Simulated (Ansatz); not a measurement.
A series of calculations on WS$_{2}$

**1. Relaxation**

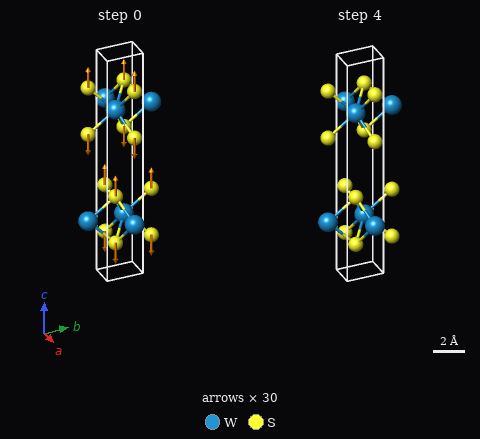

The structure of crystalline WS2 (set up in P6_3/mmc) before (left) and after (right) a relaxation, at one scale. The orange arrows give the displacements (the part carried along by the change of the cell is left out), 30 times their true length.

A ball-and-stick model of the cell of the calculation, seen slightly off an axis.

Case: volume × 0.97, shape and atoms relaxed.

Level of theory: Ansatz 0.2.0, DFT PBE, scalar-relativistic, plane waves, PAW. Settings: plane-wave cutoff 420 eV; k-point mesh 12 × 12 × 2; occupations gaussian; smearing width 0.02 eV; no spin polarisation; cell relaxed at fixed volume; force threshold 0.01 eV/Å; at most 30 steps.

> Summarise the run.

After 3 accepted moves (4 points after the start) the energy has fallen by 49.5 meV per cell of the calculation. Largest force component: 0.56 eV/Å at the start, 0.0046 eV/Å at the end. The pressure goes from 4.23 to 0.04 GPa. At 1 point the geometry stayed and the basis and grid were re-selected for the new cell (energy shift of less than 0.05 meV per cell of the calculation at most each time). The largest moves relative to the cell, 0.047 Å, are those of S atoms. W stays in place. The drawn cell changes at constant volume: a = b 3.156 → 3.188 Å (+1.0 %), c 14.706 → 14.407 Å (−2.0 %). Near-neighbour distances that change, for instance: W–W 3.156 → 3.188 Å, S–W 2.395 → 2.420 Å. The space group stays P6_3/mmc (No. 194).

Limits of the set-up: layers or molecules are held without a dispersion correction, so their spacing is unreliable.

**2. Relaxation**

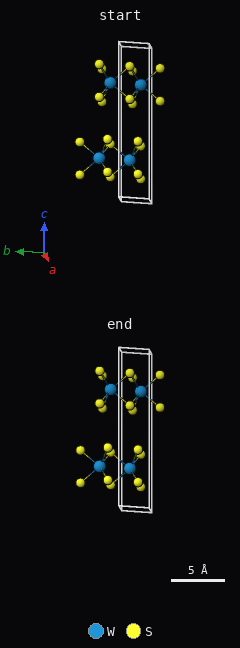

The structure of solid WS2 (set up in P6_3/mmc) before (top) and after (bottom) a relaxation, at one scale.

The picture is a ball-and-stick view of the cell of the calculation, repeated 1 × 2 × 1 with one cell outlined, seen from a free direction.

Case: volume × 1.03, shape and atoms relaxed.

Theory: DFT PBE, scalar-relativistic, plane waves, PAW in Ansatz 0.2.0. Settings: plane-wave cutoff 420 eV; k-point mesh 12 × 12 × 2; occupations gaussian; smearing width 0.02 eV; no spin polarisation; cell relaxed at fixed volume; force threshold 0.01 eV/Å; at most 30 steps.

What changed between the two?

Answer. The largest moves relative to the cell, 0.048 Å, are those of S atoms. W stays in place. The drawn cell changes at constant volume: a = b 3.219 → 3.187 Å (−1.0 %), c 15.003 → 15.310 Å (+2.0 %). Among the contacts that change: W–W 3.219 → 3.187 Å, S–W 2.444 → 2.420 Å. The space group stays P6_3/mmc (No. 194). Over 3 accepted moves (4 points after the start) the energy falls by 7.5 meV per atom. The largest force component goes from 0.49 to 0.0027 eV/Å. The pressure goes from −3.60 to 0.03 GPa. At 1 point the geometry stayed and the basis and grid were re-selected for the new cell (energy shift of less than 0.05 meV per atom at most each time).

Limits of the set-up: layers or molecules are held without a dispersion correction, so their spacing is unreliable.

**3. A change**

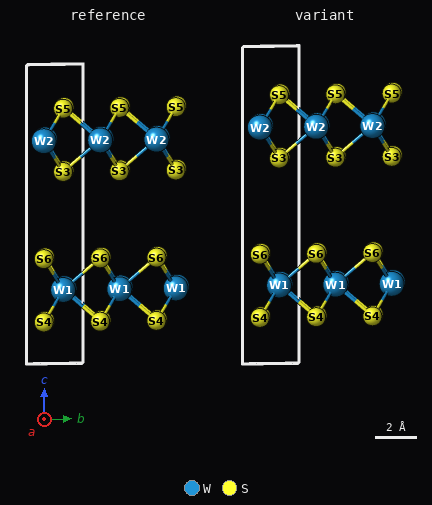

Left: solid WS₂ (set up in P6_3/mmc). Right: the same structure after one change, at the same scale. A ball-and-stick model of the cell of the calculation, repeated 2 × 3 × 1 with one cell outlined, seen from a free direction.

These are results of DFT PBE, scalar-relativistic, plane waves, PAW in Ansatz, not measurements. (plane-wave cutoff 420 eV; k-point mesh 12 × 12 × 2; occupations gaussian; smearing width 0.02 eV; no spin polarisation)

What was changed?

The volume is changed by +6.0 %. The cell's shape and the atoms are relaxed at that volume.

And its effect?

The energy changes by less than 1 meV per atom. The drawn cell changes as follows: a = b 3.188 → 3.187 Å (0.0 %), c 14.856 → 15.755 Å (+6.0 %); the volume changes by +6.0 %. The largest moves relative to the cell, 0.095 Å, are those of S3, S4, S5 and S6. S5 goes along −c. W stays in place. The space group stays P6_3/mmc (No. 194).

Limits of the set-up: layers or molecules are held without a dispersion correction, so their spacing is unreliable.

**4. A change**

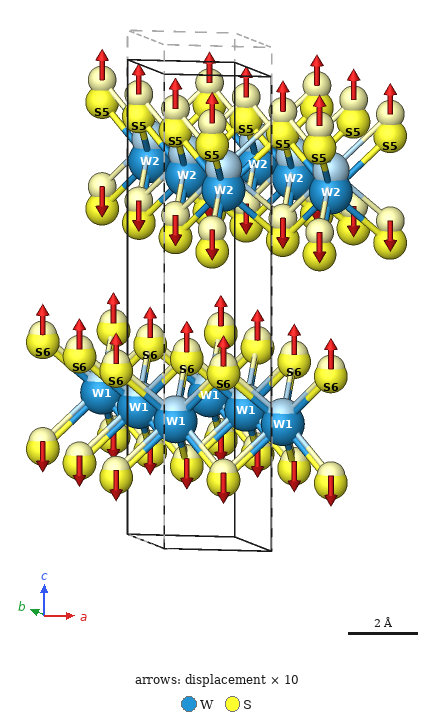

Solid WS$_{2}$ (set up in P6_3/mmc), drawn pale, and a changed version of it, drawn solid. The red arrows show how the atoms are displaced (without the part that the change of the cell carries along), magnified 10 times. A ball-and-stick model of the cell of the calculation, repeated 2 × 3 × 1 with one cell outlined, seen slightly off an axis.

Method: DFT PBE, scalar-relativistic, plane waves, PAW in Ansatz 0.2.0. Settings: plane-wave cutoff 420 eV; k-point mesh 12 × 12 × 2; occupations gaussian; smearing width 0.02 eV; no spin polarisation.

**Describe the change and its computed effect.**

The volume is changed by −6.0 %. The cell's shape and the atoms are relaxed at that volume. The energy changes by less than 1 meV per atom. The pressure goes from 0.0 to 0.3 GPa. The drawn cell changes as follows: a = b 3.188 → 3.185 Å (−0.1 %), c 14.856 → 13.990 Å (−5.8 %); the volume changes by −6.0 %. The largest moves relative to the cell, 0.092 Å, are those of S atoms. W stays in place. The space group stays P6_3/mmc (No. 194).

Limits of the set-up: layers or molecules are held without a dispersion correction, so their spacing is unreliable.
